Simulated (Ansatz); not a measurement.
Input structure:

```
Cd Ge As
1.0
     6.15962    0.00000    0.00000
     0.00000    6.15962    0.00000
     0.00000    0.00000   11.64293
Cd Ge As
4 4 8
Direct
  0.50000 0.00000 0.25000
  0.50000 0.50000 0.00000
  0.00000 0.50000 0.75000
  0.00000 0.00000 0.50000
  0.00000 0.00000 0.00000
  0.00000 0.50000 0.25000
  0.50000 0.50000 0.50000
  0.50000 0.00000 0.75000
  0.21997 0.75000 0.12500
  0.25000 0.28003 0.37500
  0.78003 0.25000 0.12500
  0.75000 0.71997 0.37500
  0.71997 0.25000 0.62500
  0.75000 0.78003 0.87500
  0.28003 0.75000 0.62500
  0.25000 0.21997 0.87500
```

> Describe what this structure looks like.

The formula is CdGeAs$_{2}$. The structure has I-42d (No. 122) symmetry and a body-centred tetragonal lattice. The arrangement is known as chalcopyrite. Content of the cell: 4 Cd, 4 Ge, 8 As (Z = 4). About every Cd there are four As in a distorted tetrahedral arrangement at 2.73 Å. Ge bonds to four As in a tetrahedral arrangement at 2.52 Å. Each As atom has two Cd and two Ge in a distorted tetrahedral arrangement (2.73 Å to Cd, 2.52 Å to Ge) around it. The bonds build a three-dimensional framework.

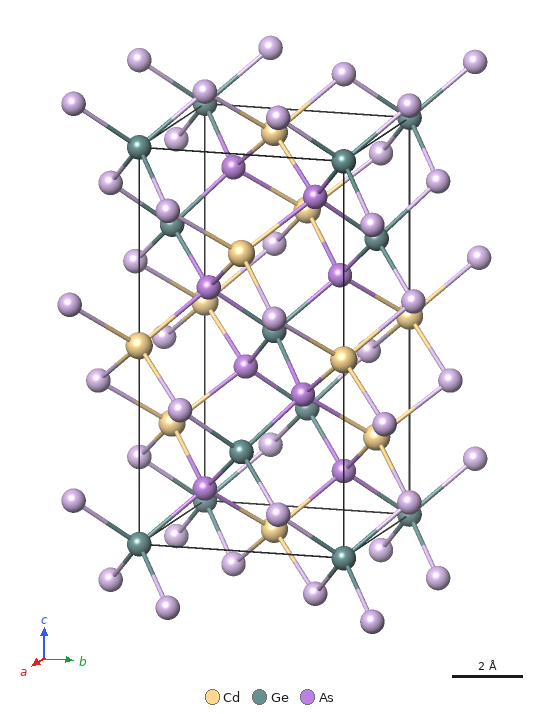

Ball-and-stick representation of a periodic structure, projected slightly off an axis. The conventional unit cell is outlined; an atom on or near a face, edge or corner is repeated at each equivalent position. Bonds that leave the box are completed with the atoms at their other ends, in fainter colours. Colours: cadmium orange, germanium teal, arsenic purple.

The structure comes from a structure listed in the Materials Project. The cell was then strained or its atoms displaced on purpose. An electronic-structure calculation with Ansatz was run on it.
